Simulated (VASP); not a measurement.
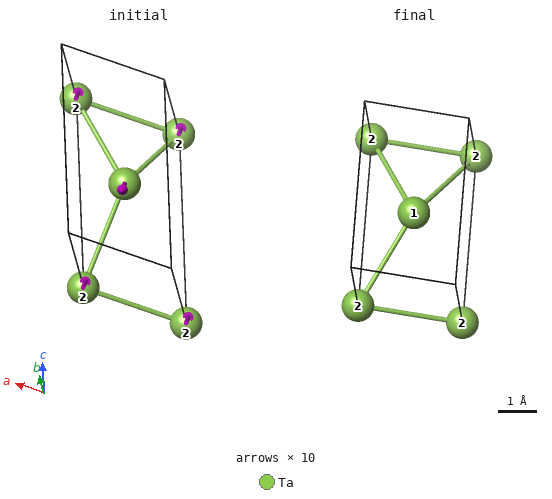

The structure of a crystal of Ta (set up in P-1) before (left) and after (right) a relaxation, at one scale. The purple arrows give the displacements (the part carried along by the change of the cell is left out), magnified 10 times.

A ball-and-stick model of the cell of the calculation, reduced to other axes, seen from a free direction. Lengths and directions refer to the drawn axes.

The run lets cell and atoms move.

These are results of Kohn-Sham DFT of a periodic cell, PBE, VASP PAW PBE potentials, recommended (VASP), not measurements.

Input
```
PREC     = Accurate       # precision mode
ENCUT    = 600            # plane-wave cutoff, eV
EDIFF    = 1E-6           # SCF threshold, eV
ISMEAR   = 1              # smearing method
SIGMA    = 0.2            # smearing width, eV
LREAL    = F              # projectors in reciprocal space
LASPH    = T              # aspherical terms in the spheres
NELM     = 60             # most SCF steps
ALGO     = Fast           # electronic algorithm
ISIF     = 3              # what is computed and relaxed
LWAVE    = F              # write WAVECAR
LCHARG   = F              # write CHGCAR
GGA      = PE             # functional
IBRION   = 2              # ionic algorithm
NSW      = 40             # ionic steps
EDIFFG   = -0.02          # ionic threshold
```

Run as
```bash
cat potpaw_PBE.64/Ta_pv/POTCAR > POTCAR
mpirun -np 1 vasp_std > vasp.out
```

Describe what moved and what it gained.

Answer. The run was cut off at its time limit before the relaxation converged, so the last structure is only a point on the way. After 22 geometry steps the energy has fallen by 252 meV per atom. The largest force component goes from 0.56 to 0.16 eV/Å. Pressure: 1.49 GPa at the start and −0.31 GPa at the end. The largest moves relative to the cell, 0.083 Å, are those of Ta1 and Ta2. Ta1 goes along [0 2 −1]. The drawn cell changes as follows: a 2.971 → 2.878 Å (−3.1 %), b 2.980 → 2.883 Å (−3.3 %), c 5.138 → 4.712 Å (−8.3 %), α 74.1° → 90.3°, β 73.7° → 90.7°, γ 60.3° → 70.0°; the volume changes by −1.8 %. Some distances before and after: Ta1–Ta2 4.238 → 3.356 Å, Ta1–Ta2 (another image) 4.124 → 3.279 Å, Ta1–Ta2 (another image) 2.869 → 3.354 Å, Ta1–Ta1 2.989 → 3.305 Å. The space group stays P-1 (No. 2).
